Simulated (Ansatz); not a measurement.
# ZnS₄: what the fields show

```cif
data_structure
_symmetry_space_group_name_H-M 'P 1'
_symmetry_Int_Tables_number 1
_cell_length_a 4.3322
_cell_length_b 6.2738
_cell_length_c 4.7568
_cell_angle_alpha 90.000
_cell_angle_beta 110.961
_cell_angle_gamma 90.000
_cell_volume 120.73
loop_
_atom_site_label
_atom_site_type_symbol
_atom_site_fract_x
_atom_site_fract_y
_atom_site_fract_z
_atom_site_occupancy
Zn1 Zn 0.50000 0.50000 0.00000 1
S1 S 0.32127 0.25158 0.29854 1
S2 S 0.32127 0.74842 0.29854 1
S3 S 0.67899 0.25152 0.70172 1
S4 S 0.67899 0.74848 0.70172 1
```

Space group P2/m; a generated structure, not necessarily the stable one.

Level of theory: DFT PBE, scalar-relativistic, plane waves, PAW in Ansatz.

The density is the valence pseudo-density of a PAW calculation; it isn't the true density close to the nuclei.

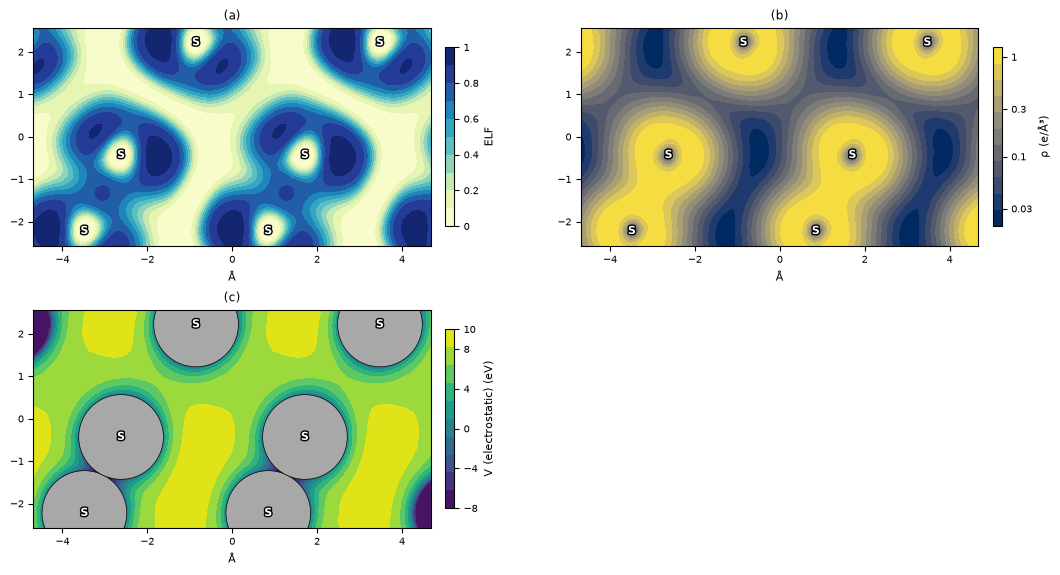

Figure 1. (a) electron localisation function; (b) valence charge density (pseudo); (c) electrostatic potential energy of an electron on the (010) plane of the conventional cell. Grey discs cover the atomic cores in the potential map.

Q: What does the map show?

A: The section cuts through S sites.
S–S (1.99 Å): the density is about 1.1 e/Å³ at the midpoint; the ELF peaks at about 0.80 between the atoms.
Between the atoms the lowest density in this plane is 0.02 e/Å³.
The ELF also peaks beside S, away from the bonds: lone-pair regions.
Outside the cores the potential energy rises away from the atoms and is highest about 1.9 Å from the nearest atoms; its zero is arbitrary.

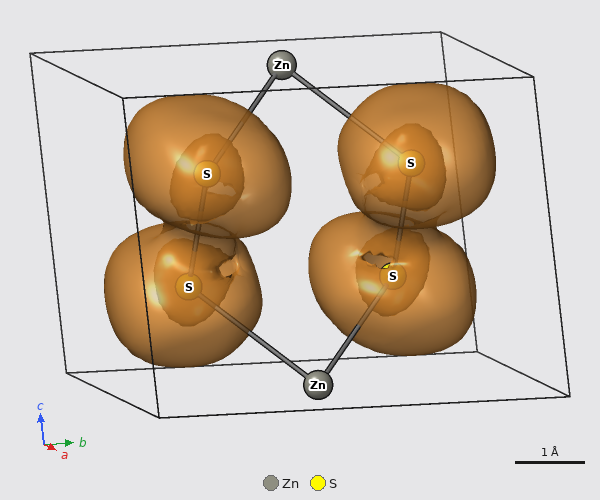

Figure 2. Isosurface of the ELF at 0.7 (orange), seen slightly off an axis. Only the valence region is drawn (cores and ρ < 0.01 e/Å³ removed). Sticks mark near contacts.

Q: What do the ELF domains correspond to?

A: The ELF exceeds this value in two regions between bonded S–S atoms, counted in one cell of 5 atoms. Regions shared between cells count once. Profiles from the grid: Zn–S (2.41 Å): the ELF peaks at about 0.90 in the valence shell of S, 0.8 Å from its nucleus, and is about 0.55 at the midpoint.

Q: Does the calculation make it a metal, or give it a gap?

A: It is gapless in this calculation (a metal or semimetal).
